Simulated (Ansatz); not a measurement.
```xyz
5
Lattice="4.0846 0.0000 0.0000 0.0000 4.0846 0.0000 0.0000 0.0000 4.0846" Properties=species:S:1:pos:R:3 pbc="T T T"
K     2.0423    2.0423    2.0423
Mg    0.0000    0.0000    0.0000
F     2.0423    0.0000    0.0000
F     0.0000    2.0423    0.0000
F     0.0000    0.0000    2.0423
```

Space group Pm-3m; a generated structure, not necessarily the stable one; changed on purpose from its base cell (volume × 1.06); computed pressure about −4 GPa in this cell.

All numbers below come from Ansatz 0.2.0, DFT HSE06, scalar-relativistic, plane waves, PAW.

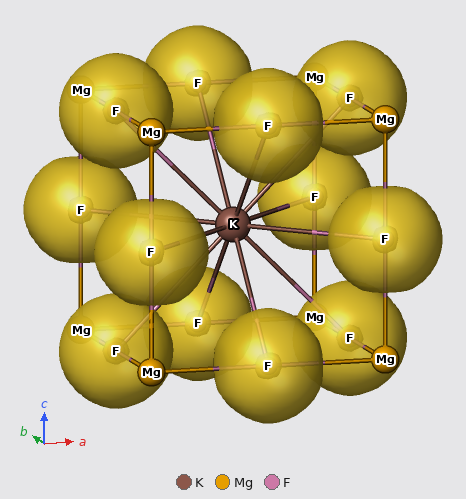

KMgF3. Isosurface of the ELF at 0.6 (yellow), seen slightly off an axis. Only the valence region is drawn (cores and ρ < 0.01 e/Å³ removed). Sticks mark near contacts.

Core electrons are frozen (PAW), and the valence fields are smoothed inside the atomic spheres.

**Where are the electrons localised?**

At this value the surface marks out three regions wrapped around F (the valence shell of each), counted in one cell of 5 atoms. Regions shared between cells count once. Along the contacts the grid gives the following. Mg–F (2.04 Å): the ELF peaks at about 0.80 in the valence shell of F, 0.7 Å from its nucleus, and is about 0.25 at the midpoint (an ionic contact with no shared pair). K–F (2.89 Å): the ELF is about 0 at the midpoint (a closed-shell, largely ionic contact).
